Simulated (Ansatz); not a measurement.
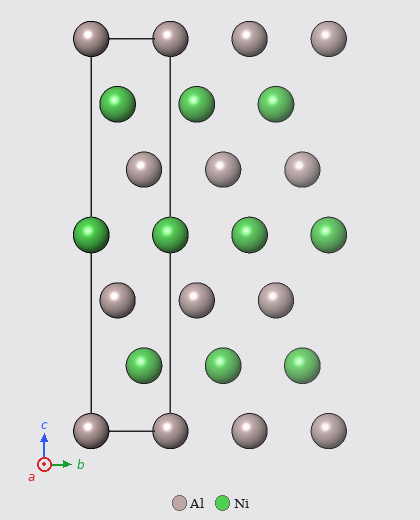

The picture looks along a close-packed row of the hexagonal mesh; c points upwards. Every atom sits on one of the three columns of the mesh; call them A, B, C in the order in which they first turn up. The sequence starts with the first layer at or above the cell's origin.

The compound is AlNi (space group R-3m, No. 166), taken as the input geometry of an electronic-structure calculation (not necessarily at equilibrium).

Read off the stacking sequence over one period.

Al(A) – Ni(B) – Al(C) – Ni(A) – Al(B) – Ni(C) (six layers in 11.71 Å).

Taking all atoms as equal spheres, what packing is it?

As equal spheres, ABCABC: cubic close packing.
